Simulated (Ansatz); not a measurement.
# PtS$_{2}$: one change and its effect

System: PtS$_{2}$ (P-3m1, 3 atoms in the cell).
Method of run A: Kohn-Sham DFT of a periodic cell, revPBE with D3(BJ), Ansatz PAW, no spin polarisation (Ansatz 0.2.0).

The structure derives from an entry of the Crystallography Open Database. Text and figures count atoms from 1; the logs count them from 0 in places.

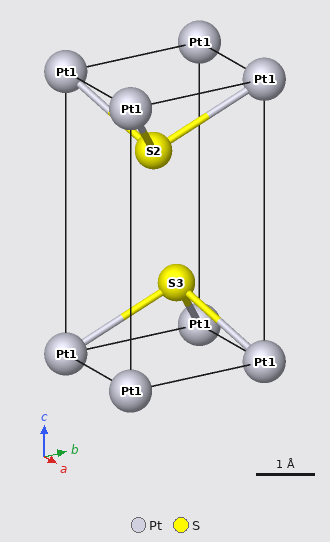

Figure 1. The input geometry (ball-and-stick view of the cell of the calculation, seen slightly off an axis; atoms are numbered from 1 in the order of the input). An atom can appear more than once, as a periodic image. Near neighbours in the periodic cell (some may lie outside the picture): Pt has 6 S at 2.34 Å; S has 3 Pt at 2.34 Å.

## The input, run A
```yaml
crystal:
  lattice:
    - [3.5432, 0.0, 0.0]
    - [-1.7716, 3.0685012107, 0.0]
    - [0.0, 0.0, 5.0388]
  atoms:
    - { symbol: Pt, position: [0.0, 0.0, 0.0] }
    - { symbol: S, position: [0.6666666667, 0.3333333333, 0.773] }
    - { symbol: S, position: [0.3333333333, 0.6666666667, 0.227] }
hamiltonian:
  xc: revpbe
  pseudopotentials: { kind: paw }
  dispersion: d3bj
kpoints:
  mp_grid: { grid: [9, 9, 5] }
scf:
  occupations: { method: fermi_dirac, width: 0.05 }
output:
  forces: true
  stress: true
relax:
  f_tol: 0.01
  max_steps: 40
  cell: { stress_tol: 0.05 }
```

Launched with:
```bash
ansatz run input.yaml --threads 2 --pin off --max-ram 5632MiB --backend cpu --events-out ev --progress --plain --runs-dir out
```

Hardware: 2 threads of Intel Xeon (Sapphire Rapids), 16 GiB of memory available, shared host.

## Output, shortened to warnings, some set-up lines, iterations and results (run A)
```
Basis set: ecut = 420 eV, 1043 PW (Γ), exchange–correlation on 48×48×72 points (8 copies of the dense FFT grid, shifted against one another)
Symmetry: 12 space group operations
k-points: 50 of 405
Initial density: superposition of atomic densities (neutral atoms: chi_scale 0, normalization atom), corrected by the library's trained network
[...]
SCF iter   1: F=—  HF=-14345.218228 eV  |F-HF|=—  |Δ(HF+E_count)|=         —  Δρ=3.75e-3  dr2=8.96e-3  ethr=1.77e-3  ⟨swp⟩=5.7  Hψ=4907  notcnv=0
SCF iter   2: F=—  HF=-14345.218488 eV  |F-HF|=—  |Δ(HF+E_count)|=   2.60e-4  Δρ=2.19e-3  dr2=3.17e-3  ethr=2.99e-5  ⟨swp⟩=2.0  Hψ=1658  notcnv=0
SCF iter   3: F=—  HF=-14345.218857 eV  |F-HF|=—  |Δ(HF+E_count)|=   3.69e-4  Δρ=7.77e-4  dr2=5.30e-4  ethr=1.06e-5  ⟨swp⟩=2.0  Hψ=1545  notcnv=0
SCF iter   4: F=—  HF=-14345.218829 eV  |F-HF|=—  |Δ(HF+E_count)|=   2.78e-5  Δρ=3.07e-4  dr2=4.93e-5  ethr=1.77e-6  ⟨swp⟩=2.5  Hψ=1355  notcnv=0
SCF iter   5: F=—  HF=-14345.218904 eV  |F-HF|=—  |Δ(HF+E_count)|=   7.44e-5  Δρ=9.32e-5  dr2=1.08e-5  ethr=1.64e-7  ⟨swp⟩=2.0  Hψ=1500  notcnv=0
[... 55 lines ...]
SCF iter   4: F=—  HF=-14345.447818 eV  |F-HF|=—  |Δ(HF+E_count)|=   1.64e-8  Δρ=1.08e-6  dr2=2.72e-10  ethr=2.56e-11  ⟨swp⟩=2.6  Hψ=1643  notcnv=0
SCF iter   5: F=-14345.447818 eV  HF=-14345.447818 eV  |F-HF|=3.64e-12  |Δ(HF+E_count)|=  1.44e-10  Δρ=1.49e-7  dr2=1.46e-11  ethr=1.00e-12  ⟨swp⟩=2.6  Hψ=1524  notcnv=0
SCF iter   6: F=-14345.447818 eV  HF=-14345.447818 eV  |F-HF|=3.64e-12  |Δ(HF+E_count)|=  3.64e-12  Δρ=3.45e-8  dr2=7.82e-13  ethr=1.00e-12  ⟨swp⟩=4.0  Hψ=4061  notcnv=0
SCF 8 converged in 6 iterations: F = -14345.447818 eV  dr2 = 7.82e-13
relax step   8: F+E_penalty+E_count = -14345.44781768 eV  Δ(F+E_penalty+E_count) = +9.918e-4 eV  max|allowed force component| = 2.900e-4 eV/Å  Δτ_max = 0.0000 Å  P = -0.003 …
basis re-selected at this cell: Δ(F+E_penalty+E_count) = +9.918e-4 eV, ΔP = -0.003 GPa vs the last step (what re-selecting the basis moved, of the pressure what is left beyond the Pulay correction that the steps carried, after the strain that the cell walked since its last selection, with what the …
SCF converged after 6 iterations
Free energy (F): -14345.447818 eV
Harris-Foulkes:  -14345.447818 eV  (|F-HF|=3.64e-12)
Internal energy: -14345.445842 eV  (E = F + TS)
E sigma→0 (E₀):  -14345.446830 eV
Entropy (-TS):   -0.001976 eV (-0.659 meV/atom)
Fermi energy:    13.432437 eV
--- Per-component energies (eV) ---
  E_band       = -259.580101
  E_kinetic    = 852.611530
  E_local      = -2632.657984  (includes V_loc(G=0)·N_el)
  E_nonlocal   = 254.391654
  E_hartree    = 1021.037417
  E_xc         = -457.525130
  E_vxc        = -479.235105  (∫ρ·V_xc dr)
  E_paw        = -10668.288024  (= ΣΔE_a)
  E_vpaw       = -296.765210  (= ΣTr[D̂ρ^β])
  E_aug_tail   = 0.000193  (compensation charges beyond the density's cutoff)
  E_ewald      = -2712.119116
  E_disp       = -2.814340  (pairwise vdW)
  E_core_change = -0.082042  (= ΣΔE_core)
  E_smearing   = -0.001976  (= −TS)
  E_closure    = 0.000000  (closes the sum)
  Σ components = -14345.447818   (vs F -14345.447818, Δ=0.00e0)
--- Forces (eV/Å), atoms counted from 1 ---
  atom   1  Pt    -0.00000000    -0.00000000     0.00000000
  atom   2  S      0.00000000    -0.00000000     0.00028999
  atom   3  S     -0.00000000     0.00000000    -0.00028999
  max |Σ_I F_I| component: 2.31e-18 eV/Å
--- Stress (GPa, compression-positive) ---
        0.005824      -0.000000      -0.000000
       -0.000000       0.005824       0.000000
       -0.000000       0.000000      -0.019534
  P = ⅓ Tr σ = -0.0026 GPa (-0.026 kbar)
--- Relaxed structure (7 steps of the walk, 7 accepted, 1 SCFs on fresh bases) ---
  F+E_penalty+E_count = -14345.44781768 eV   max|allowed force component| = 2.900e-4 eV/Å   (the final SCF, on the basis selected at the relaxed cell)
  cell:  # Å, volume = 49.2692 Å³
    - [3.5721725171088368, 4.3708775894913786e-33, 2.8062641085139065e-17]
[...]
```

The input of run B differs as follows (lines with − go, lines with + come):
```diff
-  dispersion: d3bj
+  dispersion: d4
```

What does this change do to the results?

The total energies belong to different models, so their difference says nothing on which is more stable or more accurate. The volume per atom goes from 16.42 to 16.55 Å³. The SCF takes 44 iterations over all geometry steps against 49.

## Output, shortened to warnings, some set-up lines, iterations and results (run B)
```
Basis set: ecut = 420 eV, 1043 PW (Γ), exchange–correlation on 48×48×72 points (8 copies of the dense FFT grid, shifted against one another)
Symmetry: 12 space group operations
k-points: 50 of 405
Initial density: superposition of atomic densities (neutral atoms: chi_scale 0, normalization atom), corrected by the library's trained network
[...]
SCF iter   1: F=—  HF=-14345.151526 eV  |F-HF|=—  |Δ(HF+E_count)|=         —  Δρ=3.75e-3  dr2=8.96e-3  ethr=1.77e-3  ⟨swp⟩=5.7  Hψ=4907  notcnv=0
SCF iter   2: F=—  HF=-14345.151786 eV  |F-HF|=—  |Δ(HF+E_count)|=   2.60e-4  Δρ=2.19e-3  dr2=3.17e-3  ethr=2.99e-5  ⟨swp⟩=2.0  Hψ=1658  notcnv=0
SCF iter   3: F=—  HF=-14345.152155 eV  |F-HF|=—  |Δ(HF+E_count)|=   3.69e-4  Δρ=7.77e-4  dr2=5.30e-4  ethr=1.06e-5  ⟨swp⟩=2.0  Hψ=1545  notcnv=0
SCF iter   4: F=—  HF=-14345.152127 eV  |F-HF|=—  |Δ(HF+E_count)|=   2.78e-5  Δρ=3.07e-4  dr2=4.93e-5  ethr=1.77e-6  ⟨swp⟩=2.5  Hψ=1355  notcnv=0
SCF iter   5: F=—  HF=-14345.152202 eV  |F-HF|=—  |Δ(HF+E_count)|=   7.44e-5  Δρ=9.32e-5  dr2=1.08e-5  ethr=1.64e-7  ⟨swp⟩=2.0  Hψ=1500  notcnv=0
[... 48 lines ...]
SCF iter   4: F=—  HF=-14345.364262 eV  |F-HF|=—  |Δ(HF+E_count)|=   1.53e-8  Δρ=1.04e-6  dr2=2.44e-10  ethr=2.40e-11  ⟨swp⟩=2.6  Hψ=1648  notcnv=0
SCF iter   5: F=-14345.364262 eV  HF=-14345.364262 eV  |F-HF|=1.09e-11  |Δ(HF+E_count)|=  1.40e-10  Δρ=1.42e-7  dr2=1.34e-11  ethr=1.00e-12  ⟨swp⟩=2.6  Hψ=1539  notcnv=0
SCF iter   6: F=-14345.364262 eV  HF=-14345.364262 eV  |F-HF|=1.82e-12  |Δ(HF+E_count)|=  5.46e-12  Δρ=3.19e-8  dr2=6.58e-13  ethr=1.00e-12  ⟨swp⟩=4.0  Hψ=4054  notcnv=0
SCF 7 converged in 6 iterations: F = -14345.364262 eV  dr2 = 6.58e-13
relax step   7: F+E_penalty+E_count = -14345.36426195 eV  Δ(F+E_penalty+E_count) = +9.331e-4 eV  max|allowed force component| = 2.204e-3 eV/Å  Δτ_max = 0.0000 Å  P = +0.016 …
basis re-selected at this cell: Δ(F+E_penalty+E_count) = +9.331e-4 eV, ΔP = -0.003 GPa vs the last step (what re-selecting the basis moved, of the pressure what is left beyond the Pulay correction that the steps carried, after the strain that the cell walked since its last selection, with what the …
SCF converged after 6 iterations
Free energy (F): -14345.364262 eV
Harris-Foulkes:  -14345.364262 eV  (|F-HF|=1.82e-12)
Internal energy: -14345.362481 eV  (E = F + TS)
E sigma→0 (E₀):  -14345.363371 eV
Entropy (-TS):   -0.001781 eV (-0.594 meV/atom)
Fermi energy:    13.284579 eV
--- Per-component energies (eV) ---
  E_band       = -263.563162
  E_kinetic    = 852.269525
  E_local      = -2653.297103  (includes V_loc(G=0)·N_el)
  E_nonlocal   = 254.378569
  E_hartree    = 1029.431615
  E_xc         = -457.389204
  E_vxc        = -479.041827  (∫ρ·V_xc dr)
  E_paw        = -10668.268467  (= ΣΔE_a)
  E_vpaw       = -296.735736  (= ΣTr[D̂ρ^β])
  E_aug_tail   = 0.000193  (compensation charges beyond the density's cutoff)
  E_ewald      = -2699.697453
  E_disp       = -2.708113  (pairwise vdW)
  E_core_change = -0.082042  (= ΣΔE_core)
  E_smearing   = -0.001781  (= −TS)
  E_closure    = 0.000000  (closes the sum)
  Σ components = -14345.364262   (vs F -14345.364262, Δ=0.00e0)
--- Forces (eV/Å), atoms counted from 1 ---
  atom   1  Pt     0.00000000     0.00000000     0.00000000
  atom   2  S     -0.00000000     0.00000000    -0.00220357
  atom   3  S      0.00000000    -0.00000000     0.00220357
  max |Σ_I F_I| component: 4.63e-18 eV/Å
--- Stress (GPa, compression-positive) ---
        0.029575      -0.000000       0.000000
       -0.000000       0.029575      -0.000000
        0.000000      -0.000000      -0.009857
  P = ⅓ Tr σ = 0.0164 GPa (0.164 kbar)
--- Relaxed structure (6 steps of the walk, 6 accepted, 1 SCFs on fresh bases) ---
  F+E_penalty+E_count = -14345.36426195 eV   max|allowed force component| = 2.204e-3 eV/Å   (the final SCF, on the basis selected at the relaxed cell)
  cell:  # Å, volume = 49.6571 Å³
    - [3.574280245390016, -3.4718354889112406e-33, 2.635536300778275e-17]
[...]
```

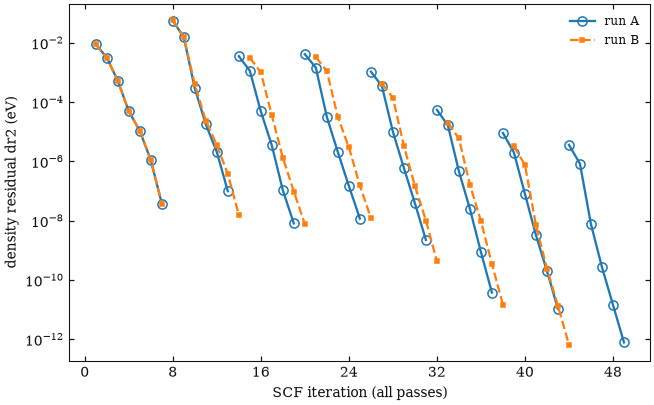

Figure 2. Convergence of the two runs: density residual dr2 against the SCF iteration. A break in a curve parts two SCF passes. Run A takes 49 iterations in all, and run B takes 44.

## The two runs side by side

| quantity | run A | run B |
| --- | --- | --- |
| outcome | converged | converged |
| free energy per atom (eV) | −4781.8159 | −4781.7881 |
| energy per atom, smearing taken to zero (eV) | −4781.8156 | −4781.7878 |
| pressure (GPa) | 0.00 | 0.02 |
| volume per atom (Å³) | 16.42 | 16.55 |
| largest force (eV/Å) | 0.000 | 0.002 |
| SCF iterations | 49 | 44 |
| irreducible k-points | 50 | 50 |
| wall time (shared host) | 7 s | 6.7 s |

For both runs: Points of doubt noted for this run: forces on files of another functional. Spin–orbit coupling is left out, which matters for Pt.
